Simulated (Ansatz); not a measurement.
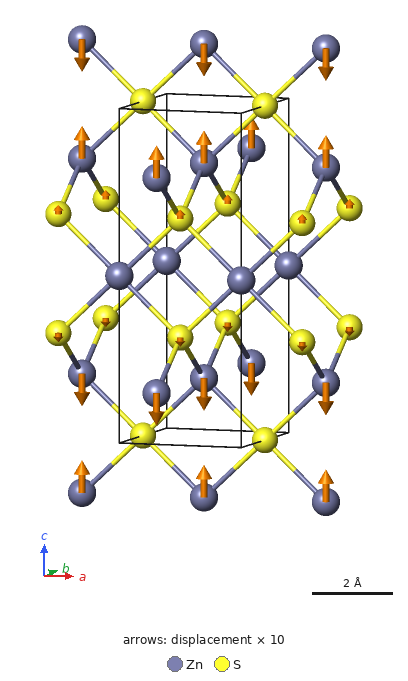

This is a relaxation of solid ZnS (a generated structure, set up in Pmmm) (coarse preliminary run). The starting structure is drawn; orange arrows show the displacements (the part carried along by the change of the cell is left out), 10 times their true length.

The picture is a ball-and-stick view of the cell of the calculation, seen slightly off an axis.

These are results of DFT PBE, scalar-relativistic, plane waves, PAW in Ansatz, not measurements. Settings: plane-wave cutoff 420 eV; k-point mesh 6 × 6 × 2; occupations gaussian; smearing width 0.1 eV; no spin polarisation; cell and atoms relaxed; force threshold 0.04 eV/Å; at most 70 steps.

### Which element moves most?

Zinc: up to 0.082 Å, against 0.023 Å for sulfur.

### Describe the change and its energy.

After 4 accepted moves (5 points after the start) the energy has fallen by 1.922 eV per cell of the calculation. The largest force component goes from 1 to 0.0095 eV/Å. Pressure: 26.19 GPa at the start and 0.13 GPa at the end. At 1 point the geometry stayed and the basis and grid were re-selected for the new cell (energy shift of 20.9 meV per cell of the calculation at most each time). The largest moves relative to the cell, 0.082 Å, are those of Zn atoms. Largest moves by element: Zn 0.082 Å, S 0.023 Å. Cell: a 3.239 → 3.616 Å (+11.7 %), b 3.656 → 3.855 Å (+5.5 %), c 8.446 → 9.035 Å (+7.0 %). Volume +26.0 %. Some distances before and after: S–Zn 2.210 → 2.436 Å, S–Zn 2.195 → 2.359 Å, S–Zn 2.210 → 2.366 Å. Bond angles that change, for instance: Zn–S–Zn 85.8° → 80.3°, Zn–S–Zn 94.2° → 99.7°, S–Zn–S 94.2° → 99.7°. The space group stays Pmmm (No. 47). Cost: 47 s on 1 thread of Arm Neoverse V1, on a shared host, peak memory 0.42 GiB.
